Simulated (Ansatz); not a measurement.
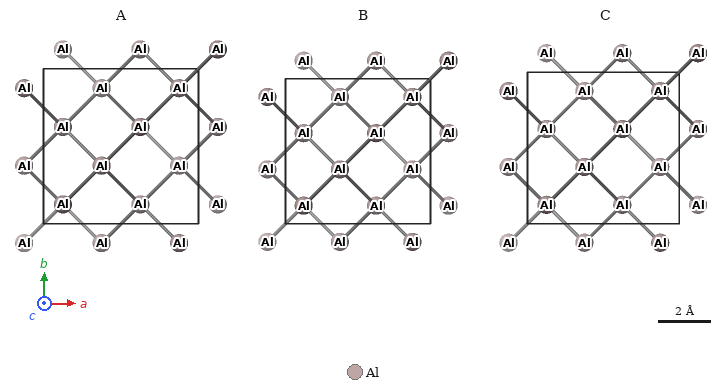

3 geometries from one relaxation of crystalline Al (a generated structure, set up in Fd-3m), in shuffled order. Style: ball-and-stick. Shown: the conventional cell (4 times the calculation's cell), along the c axis. Lengths and directions refer to the drawn axes.

Phase: diamond.

Computed with Ansatz 0.2.0, DFT, r2SCAN, plane waves (500 eV) with PAW, scalar-relativistic. Set-up: plane-wave cutoff 500 eV; k-point mesh 10 × 10 × 10; occupations fermi dirac; smearing width 0.1 eV; no spin polarisation; cell and atoms relaxed; force threshold 0.01 eV/Å; at most 60 steps.

Q: Put them in the order of the run, from the start to the converged end.

A: B, C, A. They are steps 0, 1, 5, at +158 meV per atom, +15.5 meV per atom relative to the last. Over 4 accepted moves (5 points after the start) the energy falls by 158 meV per atom. All forces vanish by symmetry, so only the cell relaxes. The pressure goes from 12.04 to 0.01 GPa. The SCF was repeated once at an unchanged geometry on a basis and grid sized afresh for the cell, which shifted the energy by 0.1 meV per atom at most. No atom moves by more than 0.005 Å relative to the cell. The drawn cell changes as follows: a = b = c 5.639 → 6.027 Å (+6.9 %); the volume changes by +22.1 %. Some distances before and after: Al–Al 2.442 → 2.610 Å. The space group stays Fd-3m (No. 227).
